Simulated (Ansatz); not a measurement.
ZnH3O: geometry relaxation (part 3 of 4)

ZnH3O (20 atoms in the cell); DFT PBE, scalar-relativistic, plane waves, PAW, no spin polarisation (Ansatz 0.2.0); cutoff 420 eV, 1×1×6 k-mesh, Gaussian smearing of 0.05 eV. The structure derives from an entry of the Crystallography Open Database. It belongs to a series of runs on one base structure; here: wire along [0 0 1], 8 atoms a period, capped with H.

Geometry of the input (Å; fractional positions):
```
14.8000  0.0000  0.0000
0.0000  14.3000  0.0000
0.0000  0.0000  5.2933
Zn 0.5000  0.4926  0.5000
Zn 0.3892  0.4264  1.0000
Zn 0.6108  0.4264  1.0000
Zn 0.5000  0.6250  1.0000
O  0.3892  0.4264  0.3790
O  0.6108  0.4264  0.3790
O  0.5000  0.6250  0.3790
O  0.5000  0.4926  0.8790
H  0.3892  0.3237  0.9062
H  0.3033  0.4777  0.9062
H  0.6108  0.3237  0.9062
H  0.6967  0.4777  0.9062
H  0.4141  0.6763  0.9062
H  0.5859  0.6763  0.9062
H  0.3892  0.3621  0.4377
H  0.3354  0.4585  0.4377
H  0.6108  0.3621  0.4377
H  0.6646  0.4585  0.4377
H  0.4462  0.6571  0.4377
H  0.5538  0.6571  0.4377
```

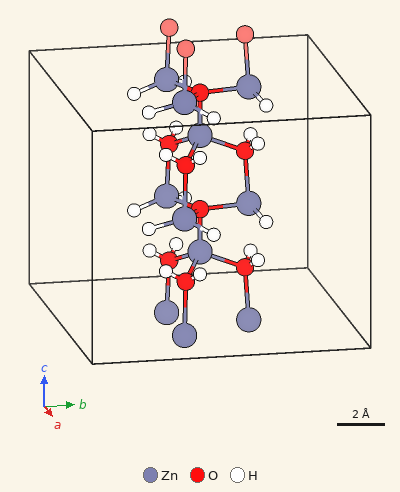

Figure 1. The geometry at step 5 of the log (ball-and-stick view of the 2 repeat of the cell, with the vacuum cut short, seen slightly off an axis; neighbours outside the cell are drawn fainter).

### Output, continued
```
--- Relaxed structure (8 steps of the walk, 8 accepted, 1 SCFs on fresh bases) ---
  F+E_penalty+E_count = -15732.55287207 eV   max|allowed force component| = 1.942e-2 eV/Å   (the final SCF, on the basis selected at the relaxed cell)
  cell:  # Å, volume = 1083.5396 Å³
    - [14.8, 3.7753177863701515e-127, 7.761649534839599e-127]
    - [3.6477732665603488e-127, 14.3, 5.559822911610237e-115]
    - [2.7760062113359884e-127, 2.058036350866875e-115, 5.119729550061514]
  atoms:
    - { symbol: Zn, position: [0.49999999999999994, 0.492639567309008, 0.5488258765095347] }
    - { symbol: Zn, position: [0.37594667024795037, 0.4184112166708165, 0.9406071343077658] }
    - { symbol: Zn, position: [0.6240533297520496, 0.4184112166708165, 0.9406071343077658] }
    - { symbol: Zn, position: [0.49999999999999994, 0.6408420070082044, 0.9405552245294844] }
    - { symbol: O, position: [0.38418952982262916, 0.4236226479174719, 0.3975572701849812] }
    - { symbol: O, position: [0.6158104701773708, 0.4236226479174719, 0.3975572701849812] }
    - { symbol: O, position: [0.49999999999999994, 0.6309154636437116, 0.39743647200624604] }
    - { symbol: O, position: [0.49999999999999994, 0.49249941399001806, 0.9181718215550921] }
    - { symbol: H, position: [0.3985985448405719, 0.3142549023177381, 0.8551300897043791] }
    - { symbol: H, position: [0.3002088103167803, 0.4905285372303211, 0.852466411026423] }
    - { symbol: H, position: [0.6014014551594279, 0.3142549023177381, 0.8551300897043791] }
    - { symbol: H, position: [0.6997911896832195, 0.4905285372303211, 0.852466411026423] }
    - { symbol: H, position: [0.401612870942952, 0.6725128912263817, 0.8538337179793455] }
    - { symbol: H, position: [0.5983871290570483, 0.6725128912263817, 0.8538337179793455] }
    - { symbol: H, position: [0.38666154534768116, 0.36309950573641786, 0.4949347772318347] }
    - { symbol: H, position: [0.3350476740932403, 0.45589734169015705, 0.4969739287466071] }
    - { symbol: H, position: [0.6133384546523187, 0.36309950573641786, 0.4949347772318347] }
    - { symbol: H, position: [0.6649523259067597, 0.4558973416901571, 0.4969739287466071] }
    - { symbol: H, position: [0.4482647466944176, 0.6589132871352246, 0.49577458661848417] }
    - { symbol: H, position: [0.5517352533055824, 0.6589132871352246, 0.49577458661848417] }
--- Löwdin populations: 20 sites ---
  site symbol       q [e]
     0     Zn     10.5831
     1     Zn     10.8022
     2     Zn     10.8022
     3     Zn     10.8027
     4      O      6.7264
     5      O      6.7264
     6      O      6.7264
     7      O      7.2629
     8      H      1.5128
     9      H      1.5114
    10      H      1.5128
    11      H      1.5114
    12      H      1.5118
    13      H      1.5118
    14      H      0.5945
    15      H      0.5965
    16      H      0.5945
    17      H      0.5965
    18      H      0.5953
    19      H      0.5953
  spilling = 0.010987 (of n_electrons = 84.000000)
```

### File populations.tsv
```
# site	symbol	l	j	q
# orbitals = lowdin
# n_electrons = 84.000000
# spilling = 0.010987
0	Zn	0_4S	-	0.601700
0	Zn	2_3D	-	9.981364
1	Zn	0_4S	-	0.836771
1	Zn	2_3D	-	9.965453
2	Zn	0_4S	-	0.836771
2	Zn	2_3D	-	9.965453
3	Zn	0_4S	-	0.837338
3	Zn	2_3D	-	9.965412
4	O	0_2S	-	1.669114
4	O	1_2P	-	5.057315
5	O	0_2S	-	1.669114
5	O	1_2P	-	5.057315
6	O	0_2S	-	1.669106
6	O	1_2P	-	5.057291
7	O	0_2S	-	1.907131
7	O	1_2P	-	5.355733
8	H	0_1S	-	1.512766
9	H	0_1S	-	1.511408
10	H	0_1S	-	1.512766
11	H	0_1S	-	1.511408
12	H	0_1S	-	1.511792
13	H	0_1S	-	1.511792
14	H	0_1S	-	0.594522
15	H	0_1S	-	0.596538
16	H	0_1S	-	0.594522
17	H	0_1S	-	0.596538
18	H	0_1S	-	0.595327
19	H	0_1S	-	0.595327
```

### Trajectory as extended XYZ (Å, eV, eV/Å), 9 frames, from step=1 to step=9
```
20
Lattice="14.8000 0.0000 0.0000 0.0000 14.3000 0.0000 0.0000 0.0000 5.2933" Properties=species:S:1:pos:R:3:forces:R:3 step=1 energy=-15729.73464 pressure_GPa=1.13
Zn    7.4000    7.0437    2.6465    0.0000   0.0028   2.7003
Zn    5.7603    6.0970    5.2932   -0.7193  -0.4133  -2.4693
Zn    9.0397    6.0970    5.2932    0.7193  -0.4133  -2.4693
Zn    7.4000    8.9372    5.2932    0.0000   0.8331  -2.4689
O     5.7603    6.0970    2.0064    0.5530   0.3184   0.4660
O     9.0397    6.0970    2.0064   -0.5530   0.3184   0.4660
O     7.4000    8.9372    2.0064    0.0000  -0.6400   0.4661
O     7.4000    7.0437    4.6530    0.0000  -0.0035  -0.3997
H     5.7603    4.6287    4.7967    0.3990  -0.8326  -0.0055
H     4.4886    6.8312    4.7967   -0.5200   0.7602  -0.0054
H     9.0397    4.6287    4.7967   -0.3990  -0.8326  -0.0055
H    10.3114    6.8312    4.7967    0.5200   0.7602  -0.0054
H     6.1284    9.6713    4.7967   -0.9192   0.0689  -0.0053
H     8.6716    9.6713    4.7967    0.9192   0.0689  -0.0053
H     5.7603    5.1781    2.3170   -0.3768  -0.5760   0.6234
H     4.9645    6.5565    2.3170   -0.6881  -0.0372   0.6236
H     9.0397    5.1781    2.3170    0.3768  -0.5760   0.6234
H     9.8355    6.5565    2.3170    0.6881  -0.0372   0.6236
H     6.6042    9.3966    2.3170   -0.3115   0.6154   0.6236
H     8.1958    9.3966    2.3170    0.3115   0.6154   0.6236
20
Lattice="14.8000 0.0000 0.0000 0.0000 14.3000 0.0000 0.0000 0.0000 5.1031" Properties=species:S:1:pos:R:3:forces:R:3 step=2 energy=-15731.69533 pressure_GPa=0.46
Zn    7.4000    7.0440    2.6426    0.0000   0.0031   1.4301
Zn    5.6558    6.0366    4.9584   -0.6746  -0.3891  -1.4593
Zn    9.1442    6.0366    4.9584    0.6746  -0.3891  -1.4593
Zn    7.4000    9.0576    4.9584    0.0000   0.7830  -1.4596
O     5.7396    6.0853    1.9548    0.1813   0.1041   0.1147
O     9.0604    6.0853    1.9548   -0.1813   0.1041   0.1147
O     7.4000    8.9612    1.9548    0.0000  -0.2107   0.1149
O     7.4000    7.0435    4.5770    0.0000  -0.0042  -0.1273
H     5.8512    4.4871    4.5800    0.1101   0.1240   0.0162
H     4.4116    6.9802    4.5797    0.1630   0.0325   0.0159
H     8.9488    4.4871    4.5800   -0.1101   0.1240   0.0162
H    10.3884    6.9802    4.5797   -0.1630   0.0325   0.0159
H     5.9604    9.6628    4.5797    0.0535  -0.1589   0.0163
H     8.8396    9.6628    4.5797   -0.0535  -0.1589   0.0163
H     5.7362    5.1707    2.3102   -0.2296  -0.1872   0.4390
H     4.9459    6.5399    2.3099   -0.2777  -0.1044   0.4391
H     9.0638    5.1707    2.3102    0.2296  -0.1872   0.4390
H     9.8541    6.5399    2.3099    0.2777  -0.1044   0.4391
H     6.6095    9.4214    2.3099   -0.0482   0.2934   0.4390
H     8.1905    9.4214    2.3099    0.0482   0.2934   0.4390
20
Lattice="14.8000 0.0000 0.0000 0.0000 14.3000 0.0000 0.0000 0.0000 4.9666" Properties=species:S:1:pos:R:3:forces:R:3 step=3 energy=-15732.45382 pressure_GPa=0.18
Zn    7.4000    7.0447    2.6921    0.0000   0.0022   0.0517
Zn    5.5568    5.9789    4.7021   -0.0813  -0.0492  -0.2095
Zn    9.2432    5.9789    4.7021    0.0813  -0.0492  -0.2095
Zn    7.4000    9.1718    4.7018    0.0000   0.0979  -0.2102
O     5.7018    6.0642    1.9691   -0.0120  -0.0083  -0.4372
O     9.0982    6.0642    1.9691    0.0120  -0.0083  -0.4372
O     7.4000    9.0053    1.9689    0.0000   0.0136  -0.4395
O     7.4000    7.0429    4.5675    0.0000  -0.0030   0.2459
H     5.9064    4.4623    4.2918   -0.0847   0.2195   0.0173
H     4.4180    7.0389    4.2906    0.1467  -0.1812   0.0178
H     8.8936    4.4623    4.2918    0.0847   0.2195   0.0173
H    10.3820    7.0389    4.2906   -0.1467  -0.1812   0.0178
H     5.9117    9.6259    4.2905    0.2331  -0.0364   0.0184
H     8.8883    9.6259    4.2905   -0.2331  -0.0364   0.0184
H     5.7127    5.1722    2.4050   -0.0525  -0.0376   0.2553
H     4.9348    6.5206    2.4038   -0.0603  -0.0266   0.2571
H     9.0873    5.1722    2.4050    0.0525  -0.0376   0.2553
H     9.8652    6.5206    2.4038    0.0603  -0.0266   0.2571
H     6.6216    9.4419    2.4038   -0.0072   0.0644   0.2566
H     8.1784    9.4419    2.4038    0.0072   0.0644   0.2566
20
Lattice="14.8000 0.0000 0.0000 0.0000 14.3000 0.0000 0.0000 0.0000 5.0335" Properties=species:S:1:pos:R:3:forces:R:3 step=4 energy=-15732.55342 pressure_GPa=0.07
Zn    7.4000    7.0450    2.7420    0.0000   0.0012  -0.0215
Zn    5.5470    5.9735    4.7409    0.0430   0.0244   0.0412
Zn    9.2530    5.9735    4.7409   -0.0430   0.0244   0.0412
Zn    7.4000    9.1834    4.7405    0.0000  -0.0472   0.0415
O     5.6848    6.0540    2.0022    0.0099   0.0038  -0.1910
O     9.1152    6.0540    2.0022   -0.0099   0.0038  -0.1910
O     7.4000    9.0252    2.0016    0.0000  -0.0109  -0.1900
O     7.4000    7.0430    4.6272    0.0000  -0.0008   0.0936
H     5.8625    4.4788    4.3032    0.0362   0.0011  -0.0147
H     4.4103    6.9936    4.3029    0.0189   0.0308  -0.0153
H     8.9375    4.4788    4.3032   -0.0362   0.0011  -0.0147
H    10.3897    6.9936    4.3029   -0.0189   0.0308  -0.0153
H     5.9476    9.6562    4.3028   -0.0167  -0.0323  -0.0151
H     8.8524    9.6562    4.3028    0.0167  -0.0323  -0.0151
H     5.7215    5.1815    2.4896   -0.0620   0.0474   0.0774
H     4.9471    6.5212    2.4899    0.0099  -0.0758   0.0781
H     9.0785    5.1815    2.4896    0.0620   0.0474   0.0774
H     9.8529    6.5212    2.4899   -0.0099  -0.0758   0.0781
H     6.6263    9.4301    2.4889    0.0714   0.0294   0.0774
H     8.1737    9.4301    2.4889   -0.0714   0.0294   0.0774
20
Lattice="14.8000 0.0000 0.0000 0.0000 14.3000 0.0000 0.0000 0.0000 5.1520" Properties=species:S:1:pos:R:3:forces:R:3 step=5 energy=-15732.55339 pressure_GPa=0.06
Zn    7.4000    7.0454    2.8357    0.0000  -0.0057   0.1130
Zn    5.5617    5.9813    4.8606    0.0362   0.0200  -0.1277
Zn    9.2383    5.9813    4.8606   -0.0362   0.0200  -0.1277
Zn    7.4000    9.1670    4.8600    0.0000  -0.0438  -0.1277
O     5.7028    6.0649    2.0406    0.0345   0.0249  -0.0303
O     9.0971    6.0649    2.0406   -0.0345   0.0249  -0.0303
O     7.4000    9.0036    2.0394    0.0000  -0.0411  -0.0285
O     7.4000    7.0424    4.7254    0.0000   0.0045   0.0006
H     5.8968    4.4958    4.4097    0.0053  -0.0099   0.0068
H     4.4423    7.0130    4.4077   -0.0050   0.0113   0.0072
H     8.9032    4.4958    4.4097   -0.0053  -0.0099   0.0068
H    10.3577    7.0130    4.4077    0.0050   0.0113   0.0072
H     5.9461    9.6180    4.4080   -0.0123  -0.0007   0.0066
H     8.8539    9.6180    4.4080    0.0123  -0.0007   0.0066
H     5.7343    5.2062    2.5426    0.0171  -0.1660   0.0530
H     4.9752    6.5238    2.5412   -0.1346   0.0931   0.0532
H     9.0657    5.2062    2.5426   -0.0171  -0.1660   0.0530
H     9.8248    6.5238    2.5412    0.1346   0.0931   0.0532
H     6.6396    9.4051    2.5406   -0.1493   0.0703   0.0526
H     8.1604    9.4051    2.5406    0.1493   0.0703   0.0526
20
Lattice="14.8000 0.0000 0.0000 0.0000 14.3000 0.0000 0.0000 0.0000 5.1192" Properties=species:S:1:pos:R:3:forces:R:3 step=6 energy=-15732.56617 pressure_GPa=-0.00
Zn    7.4000    7.0454    2.8131    0.0000   0.0010  -0.0120
Zn    5.5620    5.9821    4.8195    0.0372   0.0219  -0.0203
Zn    9.2380    5.9821    4.8195   -0.0372   0.0219  -0.0203
Zn    7.4000    9.1668    4.8189    0.0000  -0.0433  -0.0201
O     5.6872    6.0555    2.0337   -0.0536  -0.0375   0.0828
O     9.1128    6.0555    2.0337    0.0536  -0.0375   0.0828
O     7.4000    9.0225    2.0328    0.0000   0.0660   0.0825
O     7.4000    7.0431    4.7019    0.0000  -0.0002   0.0305
H     5.9016    4.4977    4.3687   -0.0057  -0.0194  -0.0009
H     4.4466    7.0183    4.3674   -0.0192   0.0035  -0.0019
H     8.8984    4.4977    4.3687    0.0057  -0.0194  -0.0009
H    10.3534    7.0183    4.3674    0.0192   0.0035  -0.0019
H     5.9445    9.6126    4.3672   -0.0136   0.0151  -0.0012
H     8.8555    9.6126    4.3672    0.0136   0.0151  -0.0012
H     5.7233    5.1910    2.5391    0.0095   0.0538  -0.0346
H     4.9561    6.5166    2.5406    0.0488  -0.0133  -0.0317
H     9.0767    5.1910    2.5391   -0.0095   0.0538  -0.0346
H     9.8439    6.5166    2.5406   -0.0488  -0.0133  -0.0317
H     6.6342    9.4246    2.5387    0.0388  -0.0359  -0.0332
H     8.1658    9.4246    2.5387   -0.0388  -0.0359  -0.0332
20
Lattice="14.8000 0.0000 0.0000 0.0000 14.3000 0.0000 0.0000 0.0000 5.1159" Properties=species:S:1:pos:R:3:forces:R:3 step=7 energy=-15732.56749 pressure_GPa=0.02
Zn    7.4000    7.0452    2.8088    0.0000  -0.0016  -0.0183
Zn    5.5646    5.9831    4.8140    0.0120   0.0056  -0.0062
Zn    9.2354    5.9831    4.8140   -0.0120   0.0056  -0.0062
Zn    7.4000    9.1638    4.8136    0.0000  -0.0135  -0.0062
O     5.6865    6.0553    2.0334    0.0050   0.0055   0.0071
O     9.1135    6.0553    2.0334   -0.0050   0.0055   0.0071
O     7.4000    9.0229    2.0326    0.0000  -0.0068   0.0075
O     7.4000    7.0429    4.6987    0.0000   0.0006   0.0256
H     5.8980    4.4952    4.3667    0.0004  -0.0057  -0.0008
H     4.4430    7.0151    4.3645   -0.0053   0.0047  -0.0020
H     8.9020    4.4952    4.3667   -0.0004  -0.0057  -0.0008
H    10.3570    7.0151    4.3645    0.0053   0.0047  -0.0020
H     5.9448    9.6172    4.3651   -0.0059   0.0023  -0.0014
H     8.8552    9.6172    4.3651    0.0059   0.0023  -0.0014
H     5.7235    5.1929    2.5386    0.0002  -0.0075  -0.0008
H     4.9586    6.5193    2.5390   -0.0063   0.0014   0.0001
H     9.0765    5.1929    2.5386   -0.0002  -0.0075  -0.0008
H     9.8414    6.5193    2.5390    0.0063   0.0014   0.0001
H     6.6344    9.4219    2.5377   -0.0054   0.0043  -0.0004
H     8.1656    9.4219    2.5377    0.0054   0.0043  -0.0004
20
Lattice="14.8000 0.0000 0.0000 0.0000 14.3000 0.0000 0.0000 0.0000 5.1197" Properties=species:S:1:pos:R:3:forces:R:3 step=8 energy=-15732.56726 pressure_GPa=0.02
Zn    7.4000    7.0447    2.8098    0.0000   0.0000   0.0004
Zn    5.5640    5.9833    4.8157    0.0196   0.0013  -0.0011
Zn    9.2360    5.9833    4.8157   -0.0196   0.0013  -0.0011
Zn    7.4000    9.1640    4.8154    0.0000  -0.0174  -0.0014
O     5.6860    6.0578    2.0354    0.0044  -0.0023   0.0006
O     9.1140    6.0578    2.0354   -0.0044  -0.0023   0.0006
O     7.4000    9.0221    2.0348    0.0000  -0.0011   0.0040
O     7.4000    7.0427    4.7008    0.0000   0.0050   0.0120
H     5.8993    4.4938    4.3780   -0.0017  -0.0071   0.0019
H     4.4431    7.0146    4.3644   -0.0076   0.0079  -0.0070
H     8.9007    4.4938    4.3780    0.0017  -0.0071   0.0019
H    10.3569    7.0146    4.3644    0.0076   0.0079  -0.0070
H     5.9439    9.6169    4.3714   -0.0069   0.0033  -0.0023
H     8.8561    9.6169    4.3714    0.0069   0.0033  -0.0023
H     5.7226    5.1923    2.5339    0.0009  -0.0035  -0.0042
H     4.9587    6.5193    2.5444   -0.0090   0.0052   0.0054
H     9.0774    5.1923    2.5339   -0.0009  -0.0035  -0.0042
H     9.8413    6.5193    2.5444    0.0090   0.0052   0.0054
H     6.6343    9.4225    2.5382   -0.0042   0.0019  -0.0008
H     8.1657    9.4225    2.5382    0.0042   0.0019  -0.0008
20
Lattice="14.8000 0.0000 0.0000 0.0000 14.3000 0.0000 0.0000 0.0000 5.1197" Properties=species:S:1:pos:R:3:forces:R:3 step=9 energy=-15732.55287 pressure_GPa=-0.00
Zn    7.4000    7.0447    2.8098    0.0000   0.0001   0.0027
Zn    5.5640    5.9833    4.8157    0.0194   0.0012  -0.0008
Zn    9.2360    5.9833    4.8157   -0.0194   0.0012  -0.0008
Zn    7.4000    9.1640    4.8154    0.0000  -0.0171  -0.0010
O     5.6860    6.0578    2.0354    0.0045  -0.0021  -0.0025
O     9.1140    6.0578    2.0354   -0.0045  -0.0021  -0.0025
O     7.4000    9.0221    2.0348    0.0000  -0.0013   0.0010
O     7.4000    7.0427    4.7008    0.0000   0.0049   0.0110
H     5.8993    4.4938    4.3780   -0.0017  -0.0071   0.0016
H     4.4431    7.0146    4.3644   -0.0076   0.0079  -0.0074
H     8.9007    4.4938    4.3780    0.0017  -0.0071   0.0016
H    10.3569    7.0146    4.3644    0.0076   0.0079  -0.0074
H     5.9439    9.6169    4.3714   -0.0070   0.0032  -0.0026
H     8.8561    9.6169    4.3714    0.0070   0.0032  -0.0026
H     5.7226    5.1923    2.5339    0.0011  -0.0049  -0.0028
H     4.9587    6.5193    2.5444   -0.0101   0.0060   0.0070
H     9.0774    5.1923    2.5339   -0.0011  -0.0049  -0.0028
H     9.8413    6.5193    2.5444    0.0101   0.0060   0.0070
H     6.6343    9.4225    2.5382   -0.0054   0.0024   0.0007
H     8.1657    9.4225    2.5382    0.0054   0.0024   0.0007
```

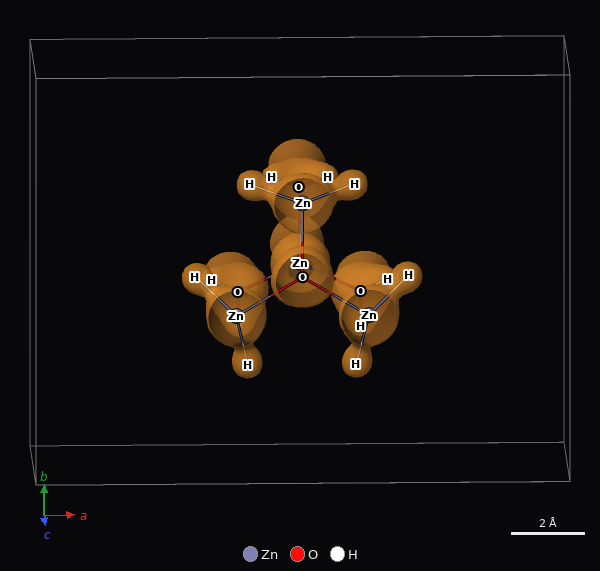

Figure 2. Isosurface of the valence electron density at 0.6 e/Å³ (orange), seen from the side, at a tilt. Sticks mark near contacts. At this value the density breaks into separate islands; it holds about 75 % of the electrons treated as valence. It is pinched off along the Zn–O (2.12 Å) contacts. On the grid the lowest density along these lines, outside the cores, is 2 e/Å³ (O–H, 1.00 Å), 0.71 e/Å³ (Zn–H, 1.59 Å), 0.76 e/Å³ (Zn–O, 1.89 Å) and 0.43 e/Å³ (Zn–O, 2.12 Å). In a PAW calculation such maps are meaningful between the atoms, not at the nuclei.

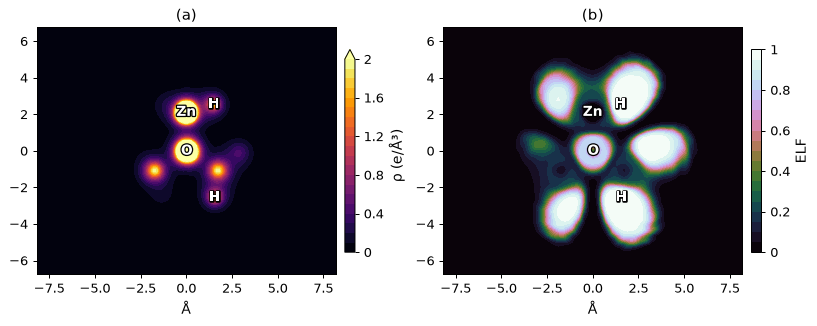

Figure 3. (a) valence charge density (pseudo); (b) ELF on the (101) plane of the calculation cell, a cut from vacuum to vacuum. The section cuts through Zn, O and H sites. Zn–H (1.59 Å): the density is about 0.87 e/Å³ at the midpoint, with its minimum of 0.71 e/Å³ about 1.0 Å from Zn; the ELF climbs to about 1 towards the hydrogen, as it does in any bond to H. Zn–O (2.12 Å): ρ is about 0.44 e/Å³ halfway; the ELF is about 0.20 at the midpoint. The density dies away to nearly zero in the vacuum.

The run was set up as follows.
